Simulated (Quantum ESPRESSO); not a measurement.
System: diamond-type Sn, space group Fd-3m, 2 atoms in the primitive cell. The cell is scaled uniformly. Level of theory: r2SCAN, SG15 PBE 1.2, no spin polarisation, no spin-orbit coupling, 5×5×5 k mesh, 952 eV cutoff, Fermi-Dirac smearing of 0.05 eV; code Quantum ESPRESSO.

At a = 6.467 Å the lowest conduction level lies −0.94 eV (Γ) above the valence top at Γ.

Q: How does this level move from a = 6.335 Å to a = 6.552 Å?

A: Γ falls by 0.73 eV. A straight line against ln V has a slope of −7.2 eV at Γ.

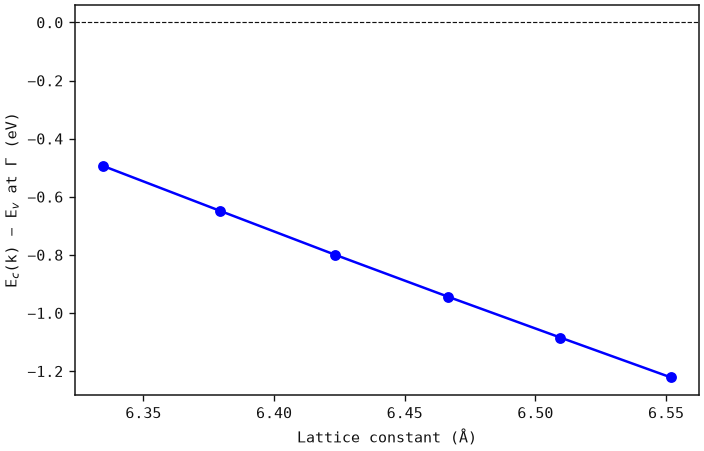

Lowest conduction level at Γ, counted from the valence-band top at Γ. A negative value at Γ means that the s-like level, then filled, lies under the p-like triplet: the bands are inverted and there is no gap.

| cell | Γ (eV) |
| --- | --- |
| a = 6.335 Å | −0.49 |
| a = 6.379 Å | −0.65 |
| a = 6.423 Å | −0.80 |
| a = 6.467 Å | −0.94 |
| a = 6.510 Å | −1.08 |
| a = 6.552 Å | −1.22 |

The k mesh is coarse. The potentials were made for another functional. Spin-orbit coupling is left out, which matters for Sn. This isn't the form of Sn at room conditions, which is tetragonal (white tin).
